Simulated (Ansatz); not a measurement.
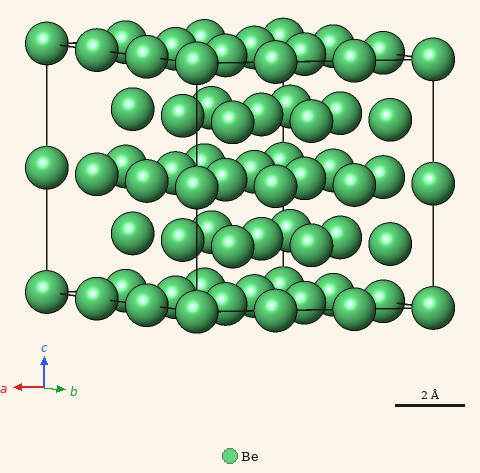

Starting frame of a dynamics run of a 36-atom cell of Be. The cell was cut from the hcp crystal. A spheres-only model of the simulation cell, seen from a free direction.

All numbers below come from DFT PBE-D3(BJ), scalar-relativistic, plane waves, PAW (Ansatz 0.2.0).

The input:
```yaml
accuracy: low
crystal:
  lattice:
    - [6.982643, 0.0, 0.0]
    - [-3.491321, 6.047146, 0.0]
    - [0.0, 0.0, 7.294534]
  atoms:
    - { symbol: Be, position: [0.0, 0.0, 0.0] }
    - { symbol: Be, position: [0.1111111, 0.2222222, 0.25] }
    - { symbol: Be, position: [0.0, 0.0, 0.5] }
    - { symbol: Be, position: [0.1111111, 0.2222222, 0.75] }
    - { symbol: Be, position: [0.0, 0.3333333, 0.0] }
    - { symbol: Be, position: [0.1111111, 0.5555556, 0.25] }
    - { symbol: Be, position: [0.0, 0.3333333, 0.5] }
    - { symbol: Be, position: [0.1111111, 0.5555556, 0.75] }
    - { symbol: Be, position: [0.0, 0.6666667, 0.0] }
    - { symbol: Be, position: [0.1111111, 0.8888889, 0.25] }
    - { symbol: Be, position: [0.0, 0.6666667, 0.5] }
    - { symbol: Be, position: [0.1111111, 0.8888889, 0.75] }
    - { symbol: Be, position: [0.3333333, 0.0, 0.0] }
    - { symbol: Be, position: [0.4444444, 0.2222222, 0.25] }
    - { symbol: Be, position: [0.3333333, 0.0, 0.5] }
    - { symbol: Be, position: [0.4444444, 0.2222222, 0.75] }
    - { symbol: Be, position: [0.3333333, 0.3333333, 0.0] }
    - { symbol: Be, position: [0.4444444, 0.5555556, 0.25] }
    - { symbol: Be, position: [0.3333333, 0.3333333, 0.5] }
    - { symbol: Be, position: [0.4444444, 0.5555556, 0.75] }
    - { symbol: Be, position: [0.3333333, 0.6666667, 0.0] }
    - { symbol: Be, position: [0.4444444, 0.8888889, 0.25] }
    - { symbol: Be, position: [0.3333333, 0.6666667, 0.5] }
    - { symbol: Be, position: [0.4444444, 0.8888889, 0.75] }
    - { symbol: Be, position: [0.6666667, 0.0, 0.0] }
    - { symbol: Be, position: [0.7777778, 0.2222222, 0.25] }
    - { symbol: Be, position: [0.6666667, 0.0, 0.5] }
    - { symbol: Be, position: [0.7777778, 0.2222222, 0.75] }
    - { symbol: Be, position: [0.6666667, 0.3333333, 0.0] }
    - { symbol: Be, position: [0.7777778, 0.5555556, 0.25] }
    - { symbol: Be, position: [0.6666667, 0.3333333, 0.5] }
    - { symbol: Be, position: [0.7777778, 0.5555556, 0.75] }
    - { symbol: Be, position: [0.6666667, 0.6666667, 0.0] }
    - { symbol: Be, position: [0.7777778, 0.8888889, 0.25] }
    - { symbol: Be, position: [0.6666667, 0.6666667, 0.5] }
    - { symbol: Be, position: [0.7777778, 0.8888889, 0.75] }
basis:
  ecutwfc: 420.0
kpoints:
  mp_grid: { grid: [2, 2, 2] }
hamiltonian:
  xc: pbe
  dispersion: d3bj
scf:
  occupations: { method: fermi_dirac, width: 0.24 }
  lower_state_search: "off"
md:
  timestep: 0.75
  n_steps: 70
  ensemble: nve
  temperature: 5600.0
  initial_velocities: maxwell_boltzmann
  seed: 277813
```

Command:
```bash
ansatz run input.yaml --threads 1 --pin off --max-ram 3072MiB --backend cpu --events-out ev --progress --plain --runs-dir out
```

**Predict how the run goes.**

Over the second half the temperature averages 2017 K (spread ±82 K). The first frame carries almost no forces, so kinetic energy first flows into potential energy: the temperature drops from 5600 to 1762 K within 15 fs, and without a thermostat its mean stays below the start. The potential energy in the second half lies on average 451 meV per atom above the first frame. Root-mean-square distances from the starting positions over the second half, with the common drift of all atoms taken out: Be 0.64 Å. That is already a fair part of the typical shortest distance between atoms in the first frame, about 2.3 Å and still growing, as in a liquid, though 52 fs is too short to measure diffusion.

Along the run (each row but the first and the last is the mean over the interval that it begins):

```tsv
time (fs)	potential energy (meV/atom)	T (K)
0.0	0.0	5600
8.2	416.5	2291
16.5	447.0	2046
24.8	441.9	2087
33.0	447.5	2042
41.2	464.1	1911
49.5	449.0	2030
```

The paths of the atoms:

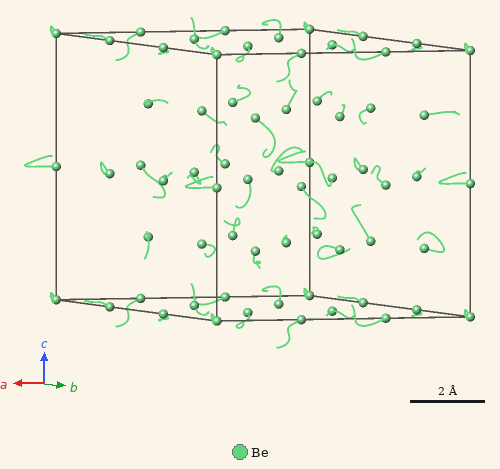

Limits of the set-up: the k-point mesh is coarse for a cell with partly filled bands; the program's low-accuracy preset was used.
